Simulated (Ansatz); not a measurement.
# CHF3 (trifluoromethane) at HSE06/STO-3G

Aim: the electronic atomisation energy of CHF3 (trifluoromethane) at HSE06/STO-3G, from 4 runs. 

The calculation is run with Ansatz 0.2.0.

55 further runs of the same task are left out: 7 that didn't finish, 48 set aside as unsound or not needed.

### Step 1. The molecule

CHF3 has 5 atoms, charge 0, and is taken as a singlet. As SMILES, `FC(F)F`. Geometry: relaxed at GFN2-xTB.

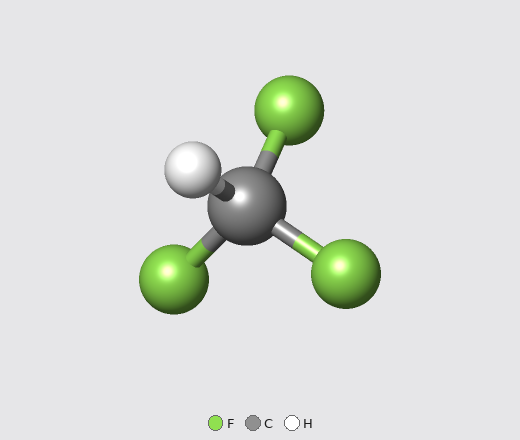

The structure, seen from a chosen angle (fluorine green, carbon grey, hydrogen white).

### Step 2. A single-point energy at HSE06/STO-3G

input.yaml

```yaml
crystal:
  periodic: [false, false, false]
  atoms:
    - {symbol: F, position_ang: [-0.667670, -0.332390, 1.075060]}
    - {symbol: C, position_ang: [0.018950, 0.054610, 0.006800]}
    - {symbol: F, position_ang: [1.042420, -0.774930, -0.157420]}
    - {symbol: F, position_ang: [-0.771270, -0.038770, -1.056390]}
    - {symbol: H, position_ang: [0.377570, 1.091490, 0.131950]}
basis:
  gaussian:
    orbitals: STO-3G
hamiltonian:
  xc: hse06
accuracy: high
```

Run with:

```bash
$ ansatz run input.yaml --threads 1 --pin off --max-ram 2610MiB --events-out events.jsonl --progress --plain --runs-dir runs
```

Standard output:

```text
Warning: RAYON_NUM_THREADS=1 ignored (pool sized by the plan → 1); use --threads N
Functional definition: HSE06
  name "HSE06"
  parameter a = 0.25
  parameter omega = 0.11/bohr
  exchange = pbe_x - a*pbe_x_sr(omega) + a*exact_x_sr(omega)
  correlation = pbe_c
395 factors; integrals over basis functions are off by at most 3.5e-8 eV
47 factors; integrals over basis functions are off by at most 3.0e-10 eV
mean field evaluation 1: about -9062.0164 eV, gradient 2.7e1 eV
mean field evaluation 2: about -9062.2666 eV, gradient 2.7e1 eV
mean field evaluation 4: about -9064.1543 eV, gradient 2.8e-1 eV
mean field evaluation 8: about -9064.1747 eV, gradient 1.5e-3 eV
mean field evaluation 16: about -9064.1747 eV, gradient 4.1e-8 eV
mean field -9064.17467437 eV, -333.1022753647 hartree, gradient 4.1e-8 eV, S^2 0.000000; 0 other end points of the search recorded, 0 dependent functions left out
reference -9064.17467544 eV, -333.1022754041 hartree; 17, 17 occupied and 4, 4 virtual orbitals, 395 factors
Total energy: -9064.17467544 eV, -333.1022754041 hartree
```

It took 1.5 s on 1 thread of Arm Neoverse V1, shared host; peak memory 0.097 GiB.

### Step 3. The C atom, same level

in.yaml

```yaml
crystal:
  periodic: [false, false, false]
  atoms:
    - {symbol: C, position_ang: [0.000000, 0.000000, 0.000000]}
basis:
  gaussian: {orbitals: STO-3G}
magnetization: {spin_polarized: true, initial_magnetization: 2}
hamiltonian: {xc: {name: HSE06}}
accuracy: high
```

Run the same way, it converges to -37.30100 Eh (log not shown).

### Step 4. The F atom, same level

input.yaml

```yaml
basis:
  gaussian: {orbitals: STO-3G}
crystal:
  periodic: [false, false, false]
  atoms:
    - {symbol: F, position_ang: [0.000000, 0.000000, 0.000000]}
magnetization: {spin_polarized: true, initial_magnetization: 1}
hamiltonian: {xc: {name: HSE06}}
accuracy: high
```

Run the same way, it converges to -98.19947 Eh (log not shown).

### Step 5. The H atom

job.yaml

```yaml
crystal:
  periodic: [false, false, false]
  atoms:
    - {symbol: H, position_ang: [0.000000, 0.000000, 0.000000]}
basis:
  gaussian:
    orbitals: STO-3G
magnetization:
  spin_polarized: true
  initial_magnetization: 1
hamiltonian:
  xc: hse06
accuracy: high
```

Run with:

```bash
$ ansatz run job.yaml --threads 1 --pin off --max-ram 2610MiB --events-out events.jsonl --progress --plain --runs-dir runs
```

Standard output:

```text
Warning: RAYON_NUM_THREADS=1 ignored (pool sized by the plan → 1); use --threads N
[... 6 set-up lines as earlier in the session ...]
1 factors; integrals over basis functions are off by at most 4.6e-10 eV
1 factors; integrals over basis functions are off by at most 1.8e-10 eV
mean field evaluation 1: about -12.6861 eV, gradient 0.0e0 eV
mean field evaluation 2: about -12.6860 eV, gradient 0.0e0 eV
mean field -12.68600353 eV, -0.4662020310 hartree, gradient 0.0e0 eV, S^2 0.750000; 0 other end points of the search recorded, 0 dependent functions left out
reference -12.68600463 eV, -0.4662020713 hartree; 1, 0 occupied and 0, 1 virtual orbitals, 1 factors
Total energy: -12.68600463 eV, -0.4662020713 hartree
```

Run time: 0.14 s. Hardware: 1 thread of Arm Neoverse V1, shared host.

### Step 6. Outcome

At HSE06/STO-3G:

| quantity | value |
| --- | --- |
| molecule: total energy | -333.10228 Eh |
| C atom: total energy | -37.30100 Eh |
| C atom: ⟨S²⟩ | 2.000 |
| F atom: total energy | -98.19947 Eh |
| F atom: ⟨S²⟩ | 0.750 |
| H atom: total energy | -0.46620 Eh |
| H atom: ⟨S²⟩ | 0.750 |
| electronic atomisation energy | 20.045 eV |

What this shows: Taking the molecule apart into free atoms costs 20.05 eV (1934 kJ/mol), before zero-point energy and without spin-orbit coupling. In a minimal basis such a difference can be off by several eV, whatever the method.
